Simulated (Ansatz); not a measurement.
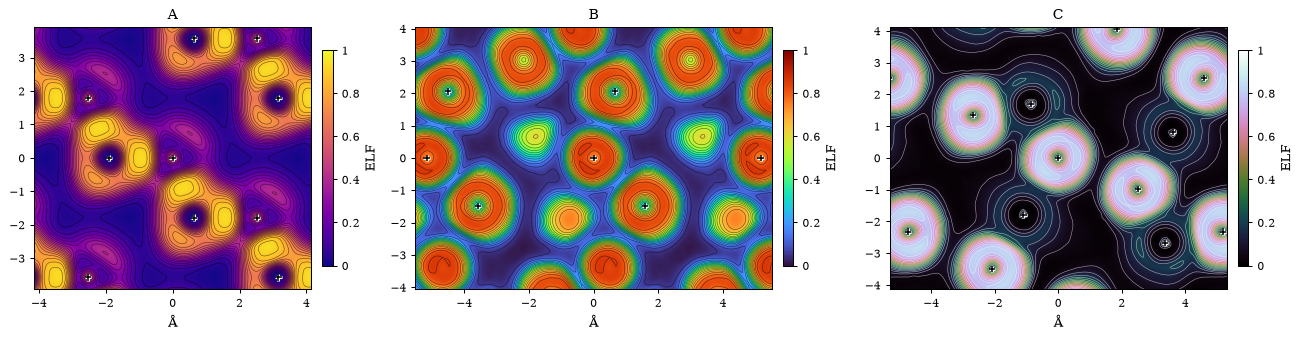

The electron localisation function of 3 systems, each on a plane through atoms (crosses mark nuclei in the plane).

The calculation used DFT PBE, scalar-relativistic, plane waves, PAW in Ansatz.

System 1: SiC, the (100) plane of the calculation cell. Space group F-43m; a structure from a database of computed crystals, not necessarily the ambient phase.

```yaml
crystal:
  lattice:
    - [-4.37973, -4.37973, 4.37973]
    - [4.37973, -4.37973, -4.37973]
    - [4.37973, 4.37973, 4.37973]
  atoms:
    - { symbol: Si, position: [0.25000, 0.75000, 0.25000] }
    - { symbol: Si, position: [0.00000, 0.75000, 0.50000] }
    - { symbol: Si, position: [0.50000, 0.50000, 0.25000] }
    - { symbol: Si, position: [0.25000, 0.50000, 0.50000] }
    - { symbol: Si, position: [0.00000, 0.50000, 0.75000] }
    - { symbol: Si, position: [0.75000, 0.75000, 0.75000] }
    - { symbol: Si, position: [0.50000, 0.75000, 0.00000] }
    - { symbol: Si, position: [0.00000, 0.00000, 0.25000] }
    - { symbol: Si, position: [0.75000, 0.25000, 0.25000] }
    - { symbol: Si, position: [0.50000, 0.25000, 0.50000] }
    - { symbol: Si, position: [0.25000, 0.25000, 0.75000] }
    - { symbol: Si, position: [0.00000, 0.25000, 0.00000] }
    - { symbol: Si, position: [0.75000, 0.50000, 0.00000] }
    - { symbol: Si, position: [0.75000, 0.00000, 0.50000] }
    - { symbol: Si, position: [0.50000, 0.00000, 0.75000] }
    - { symbol: Si, position: [0.25000, 0.00000, 0.00000] }
    - { symbol: C, position: [0.25000, 0.50000, 0.25000] }
    - { symbol: C, position: [0.00000, 0.50000, 0.50000] }
    - { symbol: C, position: [0.50000, 0.25000, 0.25000] }
    - { symbol: C, position: [0.25000, 0.25000, 0.50000] }
    - { symbol: C, position: [0.00000, 0.25000, 0.75000] }
    - { symbol: C, position: [0.75000, 0.50000, 0.75000] }
    - { symbol: C, position: [0.50000, 0.50000, 0.00000] }
    - { symbol: C, position: [0.00000, 0.75000, 0.25000] }
    - { symbol: C, position: [0.75000, 0.00000, 0.25000] }
    - { symbol: C, position: [0.50000, 0.00000, 0.50000] }
    - { symbol: C, position: [0.25000, 0.00000, 0.75000] }
    - { symbol: C, position: [0.00000, 0.00000, 0.00000] }
    - { symbol: C, position: [0.75000, 0.25000, 0.00000] }
    - { symbol: C, position: [0.75000, 0.75000, 0.50000] }
    - { symbol: C, position: [0.50000, 0.75000, 0.75000] }
    - { symbol: C, position: [0.25000, 0.75000, 0.00000] }
```

System 2: HfO2, the (011̄) plane of the conventional cell. Space group P2₁/c; a structure from a database of computed crystals, not necessarily the ambient phase.

```xyz
12
Lattice="5.1609 0.0000 -0.0053 0.0000 5.2121 0.0000 -0.8931 0.0000 5.2769" Properties=species:S:1:pos:R:3 pbc="T T T"
Hf    0.7904    2.3822    3.7365
Hf    3.0309    4.9883    4.1735
Hf    3.4774    2.8299    1.5350
Hf    1.2369    0.2238    1.0981
O     1.4459    3.8715    5.1513
O     2.3753    1.2654    2.7587
O     2.8219    1.3406    0.1203
O     1.8925    3.9467    2.5128
O     0.0352    1.7130    1.8382
O     4.6791    4.3190    0.7949
O     4.2326    3.4992    3.4333
O    -0.4113    0.8931    4.4767
```

System 3: Ga2O3, the (111) plane of the calculation cell. Space group C2/m; a structure from a database of computed crystals, not necessarily the ambient phase.

```
Ga O
1.0
    -4.82909   -1.54163   -5.71515
    -6.22706    4.62490   -0.00623
     1.39797    6.16653   -5.70892
Ga O
16 24
Cartesian
  -6.3639 6.1665 -7.5108
  -6.3639 3.0833 -7.5108
  -1.5348 1.5416 -1.7956
  -6.3639 9.2498 -7.5108
  -3.2943 0.0000 -3.9195
  -8.1234 7.7082 -9.6347
  -3.2943 6.1665 -3.9195
  -3.2943 3.0833 -3.9195
  -6.2360 4.6249 -4.5444
  -6.2360 1.5416 -4.5444
  -4.8380 4.6249 -10.2533
  -6.2360 7.7082 -4.5444
  -3.4222 1.5416 -6.8859
  -4.8202 4.6249 -1.1770
  -3.4222 7.7082 -6.8859
  -3.4222 4.6249 -6.8859
  -4.4207 6.1666 -7.1805
  -4.4207 3.0833 -7.1805
  -5.8187 6.1666 -1.4716
  -5.8187 3.0833 -1.4716
  -3.8395 6.1665 -9.9587
  -3.8395 3.0832 -9.9587
  -5.2374 6.1665 -4.2498
  -5.2374 3.0832 -4.2498
  -7.6014 4.6249 -3.2302
  -6.2034 7.7082 -8.9391
  -6.2034 4.6249 -8.9391
  -1.3743 3.0833 -3.2239
  -8.2839 6.1665 -8.2064
  -3.4548 4.6249 -2.4912
  -3.4548 1.5416 -2.4912
  -2.0568 4.6249 -8.2001
  -2.9454 7.7081 -5.0897
  -2.9454 4.6249 -5.0897
  -2.9454 1.5416 -5.0897
  -9.1724 3.0832 -5.0959
  -0.4857 6.1666 -6.3344
  -6.7128 7.7082 -6.3406
  -6.7128 4.6249 -6.3406
  -6.7128 1.5417 -6.3406
```

Question: Match each panel to its system.

Answer: Panel A is system 1, SiC: the plane holds Si and C. Si–C (1.90 Å): the ELF peaks at about 0.95 between the atoms; a shared electron pair. Panel B is system 2, HfO2: the plane holds Hf and O. Hf–O (2.16 Å): the ELF peaks at about 0.85 in the valence shell of O, 0.6 Å from its nucleus, and drops to about 0.15 between the two atoms; no localised pair shows between them. Panel C is system 3, Ga2O3: the plane holds Ga and O. Ga–O (1.86 Å): the ELF peaks at about 0.80 in the valence shell of O, 0.6 Å from its nucleus, and is about 0.40 at the midpoint.
